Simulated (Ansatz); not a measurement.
CH$_{6}$Si$_{14}$: geometry relaxation (part 5 of 5)

The same run, continued: CH$_{6}$Si$_{14}$ (slab, 42 atoms in the cell); DFT PBE+D3(BJ), scalar-relativistic, plane waves, PAW, no spin polarisation (Ansatz 0.2.0); cutoff 420 eV, 4×4×1 k-mesh, Gaussian smearing of 0.05 eV. The structure derives from an entry of the Crystallography Open Database. The input holds or restrains some coordinates. Forces given for the steps count only the free coordinates.

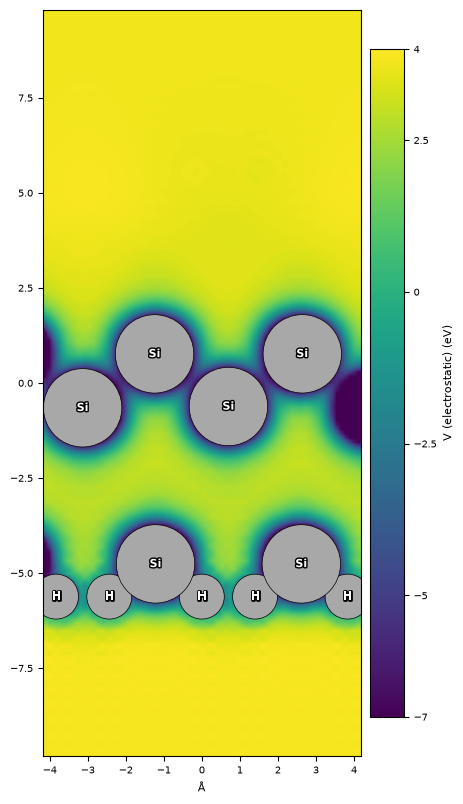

Figure 1. Electrostatic potential energy of an electron on the (100) plane of the calculation cell, a cut from vacuum to vacuum. Grey discs, where drawn, cover atomic cores. Atoms in the plane: H and Si.

Results in brief:

```csv
quantity,value
outcome,converged under the restraints of the input
electrons treated,132
free energy,−18497.9367 eV
"work function, top face",4.29 eV
"work function, bottom face",4.48 eV
Fermi energy,−0.580 eV
gap on the k-point mesh,0.61 eV
final volume,1666.14 Å³
work function (upper face),4.29 eV
"largest force (length of the vector) at the end, held atoms and coordinates included",0.480 eV/Å
wall time,29 min (CPU time 3.7 h)
peak memory,6.1 GiB
```

Remarks:

Notes on the run: the exchange-correlation potential is rough where the density is thin.
